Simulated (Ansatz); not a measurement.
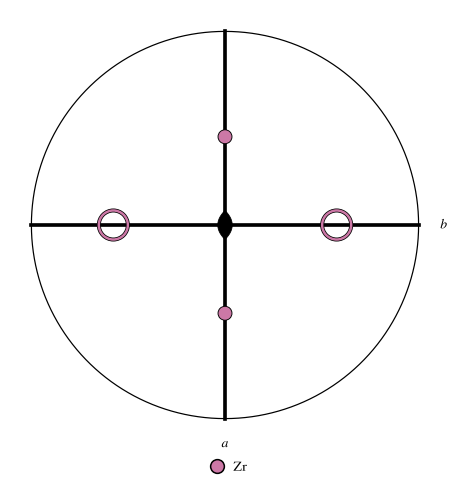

For ZrO2, the geometry relaxed at fixed volume with DFT PBE, scalar-relativistic, plane waves, PAW in Ansatz 0.2.0: directions from one oxygen atom at (0, 1/2, 0.200) to its bonded neighbours, in stereographic projection down c (filled: above the plane of the page or in it, open: below). Geometry calculated from the standardised cell; symmetry tolerance 0.002 Å.

Neighbours are counted up to 2.66 Å for Zr. The symmetry elements of the site are drawn in: heavy lines are mirror planes (a heavy rim: a mirror in the plane of the page); lens, triangle, square and hexagon are 2-, 3-, 4- and 6-fold axes, a lens in an open square is −4, a triangle in an open hexagon −6; thin dashed diameters join the ends of axes that lie in the page; a small open circle marks inversion.

```
CELL_PARAMETERS angstrom
3.59393 0.00000 0.00000
0.00000 3.59393 0.00000
0.00000 0.00000 5.20167
ATOMIC_POSITIONS crystal
Zr 0.00000 0.00000 0.00000
Zr 0.50000 0.50000 0.50000
O 0.00000 0.50000 0.19984
O 0.00000 0.50000 0.69984
O 0.50000 0.00000 0.30016
O 0.50000 0.00000 0.80016
```

How many neighbours are there, and at what angles?

Answer. 4: 2 Zr at 2.08 Å, 2 Zr at 2.38 Å. Angles between bonds: 98° (1×), 109° (4×), 120° (1×).

What is the site's symmetry in the crystal?

Answer. Point group mm2 (C2v), order 4: one twofold axis, two mirror planes. In No. 137, P4₂/nmc, origin choice 1 this is Wyckoff position 4d.
